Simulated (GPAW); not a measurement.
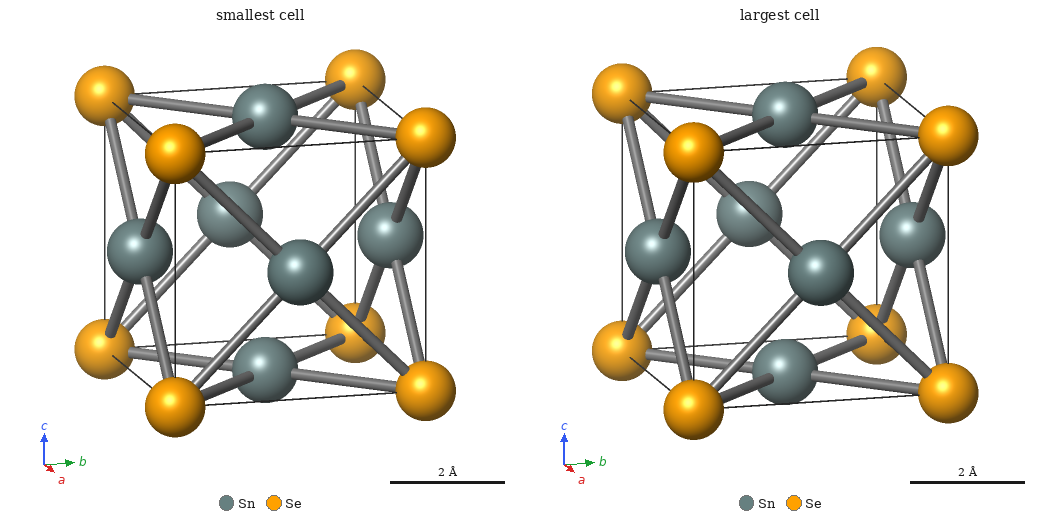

Sn₃Se, Cu₃Au (L1₂) type, space group Pm-3m (No. 221), relaxed (cell and atoms, zero pressure) with five choices of dispersion term on top of PBEsol; the smallest and the largest of the relaxed conventional cells are drawn to one scale (sticks follow a distance rule). The start was a structure listed in the Materials Project. It needn't be the stable form of this composition.

Alike in all runs: GPAW 26.7.0; functional PBEsol; potentials PAW data sets generated in the run's folder for this functional; cutoff 600 eV; k mesh 6 × 6 × 6 on the run's cell of 4 atoms; occupations fermi-dirac, width 0.05 eV; no spin polarisation; no spin-orbit coupling. All runs are metallic.

```tsv
level	volume (Å³/atom)	a (Å)
D3(BJ)	23.99	4.578
none	25.15	4.651
D3	24.67	4.621
D4	?	?
D3(BJ)-ATM	24.11	4.586
```

> Fill in the row of D4.

Volume 24.42 Å³/atom; a 4.606 Å. That is between D3(BJ)-ATM and D3 in volume.

> Order the levels by the relaxed volume, smallest first.

D3(BJ) (23.99 Å³/atom), D3(BJ)-ATM (24.11 Å³/atom), D4 (24.42 Å³/atom), D3 (24.67 Å³/atom), none (25.15 Å³/atom). Rows within a few tenths of a per cent can't be told apart.

Caveat: semilocal functionals underestimate gaps, so a compound with a small gap can come out metallic; later steps reuse the first step's grids; pairwise dispersion terms can overbind metals strongly.
